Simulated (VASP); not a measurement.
Si: geometry relaxation (part 1 of 2)

- system: Si (Fd-3m, 2 atoms in the cell)
- method: Kohn-Sham DFT of a periodic cell, PW91, VASP PAW PBE potentials, recommended, no spin polarisation (VASP 6.6.1)

The structure derives from a Materials Project entry. It belongs to a series of runs on one base structure; here: xc = PW91.

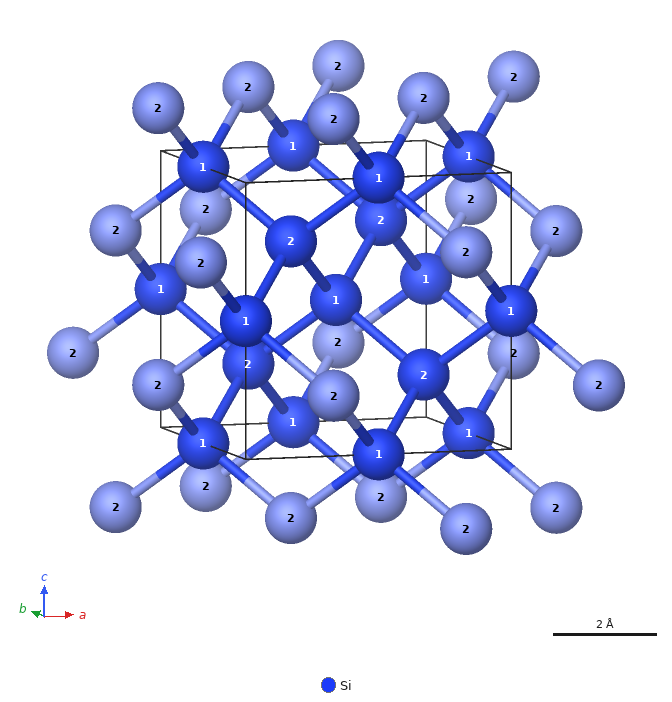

Fig. 1: The starting structure (ball-and-stick view of the cell 4 times as large as that of the calculation, set on its symmetry axes, seen slightly off an axis; neighbours outside the cell are drawn fainter; atoms are numbered from 1 in the order of the input).

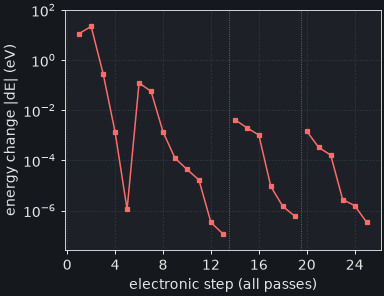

Fig. 2: Convergence of the self-consistent field: energy change |dE| against the electronic step. Each stretch between dotted lines is the SCF of one geometry step of a relaxation. The 3 ionic steps take 6 to 13 electronic steps each. The density is held fixed in the first few steps, and dE rises again when its update begins.

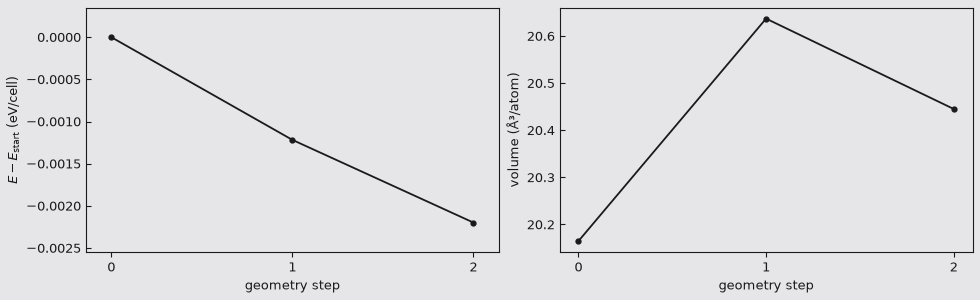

Fig. 3: Progress of the relaxation, step by step (steps are counted from 0). After 2 geometry steps the energy has fallen by 2.2 meV per cell of the calculation. All forces vanish by symmetry, so only the cell relaxes. No atom moves by more than 0.005 Å relative to the cell. The volume changes by +1.4 %, with a = b = c 5.444 → 5.469 Å (+0.5 %). Distances before and after: Si1–Si2 2.357 → 2.368 Å. The space group stays Fd-3m (No. 227). (Atoms are counted from 1 in the order of the input.)

The input that produced these results follows, with the program's output.

INCAR
```
SYSTEM = Si
PREC = Accurate
ENCUT = 600
EDIFF = 1E-6
ISMEAR = -1
SIGMA = 0.05
LREAL = .FALSE.
LASPH = .TRUE.
NELM = 80
ALGO = Fast
ISIF = 3
LWAVE = .FALSE.
LCHARG = .FALSE.
GGA = 91
IBRION = 2
NSW = 40
EDIFFG = -0.005
```

KPOINTS
```
regular mesh
0
G
  8 8 8
  0 0 0
```

POSCAR
```
Si
1.0
    0.0000000000      2.7218511865      2.7218511865
    2.7218511865      0.0000000000      2.7218511865
    2.7218511865      2.7218511865      0.0000000000
Si
2
Direct
    0.5000000000      0.5000000000      0.5000000000
    0.7500000000      0.7500000000      0.7500000000
```

Command:
```bash
cat potpaw_PBE.64/Si/POTCAR > POTCAR
mpirun -np 1 vasp_std > vasp.out
```

OSZICAR
```
N       E                     dE             d eps       ncg     rms          rms(c)
DAV:   1     0.115988140517E+02    0.11599E+02   -0.37165E+03   464   0.912E+02
DAV:   2    -0.107149585778E+02   -0.22314E+02   -0.21714E+02   744   0.918E+01
DAV:   3    -0.110058189911E+02   -0.29086E+00   -0.29086E+00   584   0.136E+01
DAV:   4    -0.110071722069E+02   -0.13532E-02   -0.13532E-02   768   0.104E+00
DAV:   5    -0.110071733273E+02   -0.11204E-05   -0.11196E-05   592   0.254E-02    0.461E+00
RMM:   6    -0.108831482207E+02    0.12403E+00   -0.53227E-02   464   0.141E+00    0.281E+00
RMM:   7    -0.108256831491E+02    0.57465E-01   -0.12448E-01   471   0.228E+00    0.207E-01
RMM:   8    -0.108270777744E+02   -0.13946E-02   -0.78439E-03   464   0.721E-01    0.737E-02
RMM:   9    -0.108272013012E+02   -0.12353E-03   -0.15459E-03   465   0.294E-01    0.714E-02
RMM:  10    -0.108272456542E+02   -0.44353E-04   -0.29389E-04   465   0.146E-01    0.390E-02
RMM:  11    -0.108272623006E+02   -0.16646E-04   -0.83150E-05   464   0.796E-02    0.507E-03
RMM:  12    -0.108272619617E+02    0.33888E-06   -0.12440E-05   458   0.333E-02    0.996E-03
RMM:  13    -0.108272618433E+02    0.11839E-06   -0.32119E-06   373   0.164E-02
   1 F= -.10827262E+02 E0= -.10827251E+02  d E =-.108273E+02
       N       E                     dE             d eps       ncg     rms          rms(c)
DAV:   1    -0.108315330213E+02   -0.42711E-02   -0.11657E-01   568   0.195E+00    0.320E-01
RMM:   2    -0.108295092608E+02    0.20238E-02   -0.11652E-03   464   0.280E-01    0.189E-01
RMM:   3    -0.108284720485E+02    0.10372E-02   -0.14671E-03   464   0.249E-01    0.304E-02
RMM:   4    -0.108284812843E+02   -0.92358E-05   -0.12705E-04   464   0.102E-01    0.365E-02
RMM:   5    -0.108284798063E+02    0.14780E-05   -0.18434E-05   464   0.410E-02    0.119E-02
RMM:   6    -0.108284792023E+02    0.60400E-06   -0.36856E-06   419   0.184E-02
   2 F= -.10828479E+02 E0= -.10828471E+02  d E =-.121736E-02
       N       E                     dE             d eps       ncg     rms          rms(c)
DAV:   1    -0.108299515662E+02   -0.14718E-02   -0.19282E-02   584   0.796E-01    0.126E-01
RMM:   2    -0.108296194298E+02    0.33214E-03   -0.18809E-04   464   0.112E-01    0.741E-02
RMM:   3    -0.108294551079E+02    0.16432E-03   -0.24198E-04   464   0.101E-01    0.130E-02
RMM:   4    -0.108294578676E+02   -0.27597E-05   -0.20805E-05   464   0.414E-02    0.156E-02
RMM:   5    -0.108294594483E+02   -0.15807E-05   -0.29759E-06   394   0.164E-02    0.602E-03
RMM:   6    -0.108294597929E+02   -0.34459E-06   -0.59941E-07   290   0.737E-03
   3 F= -.10829460E+02 E0= -.10829451E+02  d E =-.219795E-02
```

Parts of OUTCAR
```
SYSTEM = Si
   PREC = Accurate
   ENCUT = 600
   EDIFF = 1E-6
   ISMEAR = -1
   LREAL = .FALSE.
   LASPH = .TRUE.
   NELM = 80
   ISIF = 3
   GGA = 91
   IBRION = 2
   NSW = 40
   EDIFFG = -0.005

 ion  position               nearest neighbor table
   1  0.500  0.500  0.500-   2 2.36   2 2.36   2 2.36   2 2.36
   2  0.750  0.750  0.750-   1 2.36   1 2.36   1 2.36   1 2.36

  LATTYP: Found a face centered cubic cell.
 ALAT       =     5.4437023730

  Lattice vectors:

 A1 = (   0.0000000000,   2.7218511865,   2.7218511865)
 A2 = (   2.7218511865,   0.0000000000,   2.7218511865)
 A3 = (   2.7218511865,   2.7218511865,   0.0000000000)

Analysis of symmetry for initial positions (statically):
=====================================================================
 Subroutine PRICEL returns:
 Original cell was already a primitive cell.

 Routine SETGRP: Setting up the symmetry group for a
 face centered cubic supercell.

 Subroutine GETGRP returns: Found 48 space group operations
 (whereof 24 operations were pure point group operations)
 out of a pool of 48 trial point group operations.

The static configuration has the point symmetry T_d .
 The point group associated with its full space group is O_h .

Analysis of symmetry for dynamics (positions and initial velocities):
=====================================================================
 Subroutine PRICEL returns:
 Original cell was already a primitive cell.

 Routine SETGRP: Setting up the symmetry group for a
 face centered cubic supercell.

 Subroutine GETGRP returns: Found 48 space group operations
 (whereof 24 operations were pure point group operations)
 out of a pool of 48 trial point group operations.

The dynamic configuration has the point symmetry T_d .
 The point group associated with its full space group is O_h .

 Subroutine INISYM returns: Found 48 space group operations
 (whereof 24 operations are pure point group operations),
 and found     1 'primitive' translations

----------------------------------------------------------------------------------------

                                     Primitive cell

  volume of cell :      40.3295

  direct lattice vectors                    reciprocal lattice vectors
     0.000000000  2.721851186  2.721851186    -0.183698507  0.183698507  0.183698507
     2.721851186  0.000000000  2.721851186     0.183698507 -0.183698507  0.183698507
     2.721851186  2.721851186  0.000000000     0.183698507  0.183698507 -0.183698507

  length of vectors
     3.849278863  3.849278863  3.849278863     0.318175148  0.318175148  0.318175148

  position of ions in fractional coordinates (direct lattice)
     0.500000000  0.500000000  0.500000000
     0.750000000  0.750000000  0.750000000

  ion indices of the primitive-cell ions
   primitive index   ion index
                 1           1
                 2           2

----------------------------------------------------------------------------------------

 KPOINTS: regular mesh

Automatic generation of k-mesh.
 Grid dimensions read from file:
 generate k-points for:    8    8    8

 Generating k-lattice:

  Cartesian coordinates                     Fractional coordinates (reciprocal lattice)
    -0.022962313  0.022962313  0.022962313     0.125000000  0.000000000  0.000000000
     0.022962313 -0.022962313  0.022962313     0.000000000  0.125000000  0.000000000
     0.022962313  0.022962313 -0.022962313     0.000000000  0.000000000  0.125000000

  Length of vectors
     0.039771893  0.039771893  0.039771893

  Shift w.r.t. Gamma in fractional coordinates (k-lattice)
     0.000000000  0.000000000  0.000000000

 Subroutine IBZKPT returns following result:
 ===========================================

 Found     29 irreducible k-points:

 Following reciprocal coordinates:
            Coordinates               Weight
  0.000000  0.000000  0.000000      1.000000
  0.125000  0.000000  0.000000      8.000000
  0.250000  0.000000  0.000000      8.000000
  0.375000  0.000000  0.000000      8.000000
  0.500000  0.000000  0.000000      4.000000
  0.125000  0.125000  0.000000      6.000000
  0.250000  0.125000  0.000000     24.000000
  0.375000  0.125000  0.000000     24.000000
  0.500000  0.125000  0.000000     24.000000
 -0.375000  0.125000  0.000000     24.000000
 -0.250000  0.125000  0.000000     24.000000
 -0.125000  0.125000  0.000000     12.000000
  0.250000  0.250000  0.000000      6.000000
  0.375000  0.250000  0.000000     24.000000
  0.500000  0.250000  0.000000     24.000000
 -0.375000  0.250000  0.000000     24.000000
 -0.250000  0.250000  0.000000     12.000000
  0.375000  0.375000  0.000000      6.000000
  0.500000  0.375000  0.000000     24.000000
 -0.375000  0.375000  0.000000     12.000000
  0.500000  0.500000  0.000000      3.000000
  0.375000  0.250000  0.125000     24.000000
  0.500000  0.250000  0.125000     48.000000
 -0.375000  0.250000  0.125000     24.000000
 [... further k-points ...]
   k-points           NKPTS =     29   k-points in BZ     NKDIM =     29   number of bands    NBANDS=      8
   number of dos      NEDOS =    301   number of ions     NIONS =      2
   total plane-waves  NPLWV =  32768
   dimension x,y,z NGX =    32 NGY =   32 NGZ =   32
   dimension x,y,z NGXF=    64 NGYF=   64 NGZF=   64
   ions per type =               2
   NGX,Y,Z   is equivalent  to a cutoff of  13.82, 13.82, 13.82 a.u.
   NGXF,Y,Z  is equivalent  to a cutoff of  27.64, 27.64, 27.64 a.u.
 SYSTEM =  Si
   PREC   = accura    normal or accurate (medium, high low for compatibility)
   ISTART =      0    job   : 0-new  1-cont  2-samecut
   ICHARG =      2    charge: 1-file 2-atom 10-const
   ISPIN  =      1    spin polarized calculation?
   LNONCOLLINEAR =      F non collinear calculations
   LSORBIT =      F    spin-orbit coupling
   LASPH  =      T    aspherical Exc in radial PAW
   ENCUT  =  600.0 eV  44.10 Ry    6.64 a.u.   7.69  7.69  7.69*2*pi/ulx,y,z
   NELM   =     80;   NELMIN=  2; NELMDL= -5     # of ELM steps
   EDIFF  = 0.1E-05   stopping-criterion for ELM
   LREAL  =      F    real-space projection
   EDIFFG = -.5E-02   stopping-criterion for IOM
   NSW    =     40    number of steps for IOM
   IBRION =      2    ionic relax: 0-MD 1-quasi-New 2-CG
   NFREE  =      1    steps in history (QN), initial steepest desc. (CG)
   ISIF   =      3    stress and relaxation
   ISYM   =      2    0-nonsym 1-usesym 2-fastsym
   POTIM  = 0.5000    time-step for ionic-motion
   TEBEG  =    0.0;   TEEND  =   0.0 temperature during run
   PSTRESS=    0.0 pullay stress
   NELECT =       8.0000    total number of electrons
   NUPDOWN=      -1.0000    fix difference up-down
   EMIN   =  10.00;   EMAX   =-10.00  energy-range for DOS
   EFERMI =   0.00;   METHOD = LEGACY
   ISMEAR =    -1;   SIGMA  =   0.05  broadening in eV -4-tet -1-fermi 0-gaus
   EFERMI_NEDOS =   21; number of points for ismear=-14 and -15
   IALGO  =     68    algorithm
   IMIX   =      4    mixing-type and parameters
     AMIX     =   0.40;   BMIX     =  1.00
     AMIX_MAG =   1.60;   BMIX_MAG =  1.00
  volume/ion in A,a.u.               =      20.16       136.08
  Fermi-wavevector in a.u.,A,eV,Ry     =   0.954766  1.804247 12.402783  0.911579
  Thomas-Fermi vector in A             =   2.083543
   LORBIT       =      0    0 simple, 1 ext, 2 COOP (PROOUT), +10 PAW based schemes
   GGA     = 91    functional components
   LHFCALC =     F    Hartree Fock is set to
   AEXX    =    0.0000 exact exchange contribution
   IVDW    =     0    specifies the selected vdW correction
   LEPSILON=     F    determine dielectric tensor
```
